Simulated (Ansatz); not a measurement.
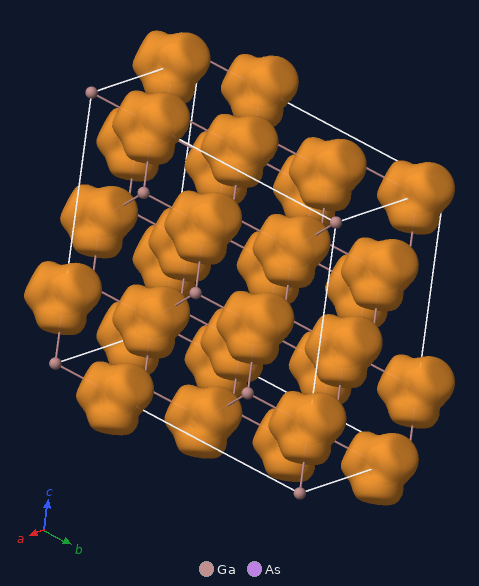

GaAs. Isosurface of the ELF at 0.6 (orange), seen slightly off an axis. Core shells and regions of very low density are left out. Sticks mark near contacts.

Space group F-43m; a structure from a database of computed crystals, not necessarily the ambient phase.

All numbers below come from DFT PBEsol, scalar-relativistic, plane waves, PAW in Ansatz.

Core electrons are frozen (PAW), and the valence fields are smoothed inside the atomic spheres.

```yaml
crystal:
  lattice:
    - [5.65795, 5.65795, -5.65795]
    - [-5.65795, -5.65795, -5.65795]
    - [-5.65795, 5.65795, 5.65795]
  atoms:
    - { symbol: Ga, position: [0.25000, 0.00000, 0.75000] }
    - { symbol: Ga, position: [0.50000, 0.75000, 0.75000] }
    - { symbol: Ga, position: [0.75000, 0.50000, 0.75000] }
    - { symbol: Ga, position: [0.75000, 0.00000, 0.25000] }
    - { symbol: Ga, position: [0.00000, 0.00000, 0.00000] }
    - { symbol: Ga, position: [0.25000, 0.75000, 0.00000] }
    - { symbol: Ga, position: [0.50000, 0.50000, 0.00000] }
    - { symbol: Ga, position: [0.75000, 0.25000, 0.00000] }
    - { symbol: Ga, position: [0.00000, 0.25000, 0.75000] }
    - { symbol: Ga, position: [0.50000, 0.00000, 0.50000] }
    - { symbol: Ga, position: [0.75000, 0.75000, 0.50000] }
    - { symbol: Ga, position: [0.00000, 0.75000, 0.25000] }
    - { symbol: Ga, position: [0.25000, 0.50000, 0.25000] }
    - { symbol: Ga, position: [0.50000, 0.25000, 0.25000] }
    - { symbol: Ga, position: [0.00000, 0.50000, 0.50000] }
    - { symbol: Ga, position: [0.25000, 0.25000, 0.50000] }
    - { symbol: As, position: [0.25000, 0.00000, 0.00000] }
    - { symbol: As, position: [0.50000, 0.75000, 0.00000] }
    - { symbol: As, position: [0.75000, 0.50000, 0.00000] }
    - { symbol: As, position: [0.75000, 0.00000, 0.50000] }
    - { symbol: As, position: [0.00000, 0.00000, 0.25000] }
    - { symbol: As, position: [0.25000, 0.75000, 0.25000] }
    - { symbol: As, position: [0.50000, 0.50000, 0.25000] }
    - { symbol: As, position: [0.75000, 0.25000, 0.25000] }
    - { symbol: As, position: [0.00000, 0.25000, 0.00000] }
    - { symbol: As, position: [0.50000, 0.00000, 0.75000] }
    - { symbol: As, position: [0.75000, 0.75000, 0.75000] }
    - { symbol: As, position: [0.00000, 0.75000, 0.50000] }
    - { symbol: As, position: [0.25000, 0.50000, 0.50000] }
    - { symbol: As, position: [0.50000, 0.25000, 0.50000] }
    - { symbol: As, position: [0.00000, 0.50000, 0.75000] }
    - { symbol: As, position: [0.25000, 0.25000, 0.75000] }
```

### Where are the electrons localised?

At this value the surface marks out 16 regions on As in which the atom's valence shell and bonds are merged, counted in one cell of 32 atoms. Any copies at cell faces, edges or corners count once. Profiles from the grid: Ga–As (2.45 Å): the ELF peaks at about 0.80 between the atoms (a covalent bond).

### Does the calculation make it a metal, or give it a gap?

It is gapped, with a Kohn–Sham gap of 0.43 eV on the k-point mesh, an upper bound to the gap of this method.
